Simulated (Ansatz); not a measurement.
```
Sn O
1.0
     3.13090    0.00000    0.00000
     0.00000    5.42288    0.00000
     0.00000    0.00000   10.07474
Sn O
4 8
Direct
  0.84403 0.00000 0.50000
  0.34403 0.50000 0.50000
  0.15597 0.00000 0.00000
  0.65597 0.50000 0.00000
  0.34205 0.16667 0.40179
  0.84205 0.66667 0.40179
  0.65795 0.16667 0.09821
  0.15795 0.66667 0.09821
  0.84205 0.33333 0.59821
  0.34205 0.83333 0.59821
  0.15795 0.33333 0.90179
  0.65795 0.83333 0.90179
```

Space group C222₁; a structure from a database of computed crystals, not necessarily the ambient phase; changed on purpose from its base cell (mode 1 frozen in at -0.507 Å, equal normal strain along x, y and z -0.0250); not relaxed (largest force 1.0 eV/Å); computed pressure about 12 GPa in this cell.

The calculation used Ansatz 0.2.0, DFT PBE+D3(BJ), scalar-relativistic, plane waves, PAW.

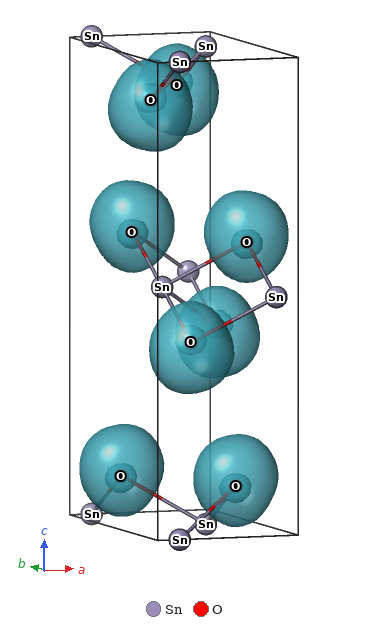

SnO₂. Isosurface of the ELF at 0.65 (cyan), seen slightly off an axis. Only the valence region is drawn (cores and ρ < 0.01 e/Å³ removed). Sticks mark near contacts.

Where are the electrons localised?

The surface consists of eight regions wrapped around O (the valence shell of each), counted in one cell of 12 atoms. Any copies at cell faces, edges or corners count once. Along the contacts the grid gives the following. Sn–O (2.06 Å): the ELF peaks at about 0.80 in the valence shell of O, 0.6 Å from its nucleus, and is about 0.25 at the midpoint: no localised pair shows between them.

Does the calculation give a band gap?

It is gapped, with a Kohn–Sham gap of 2.7 eV on the k-point mesh (the band edges may lie off the mesh, which would make the gap smaller).
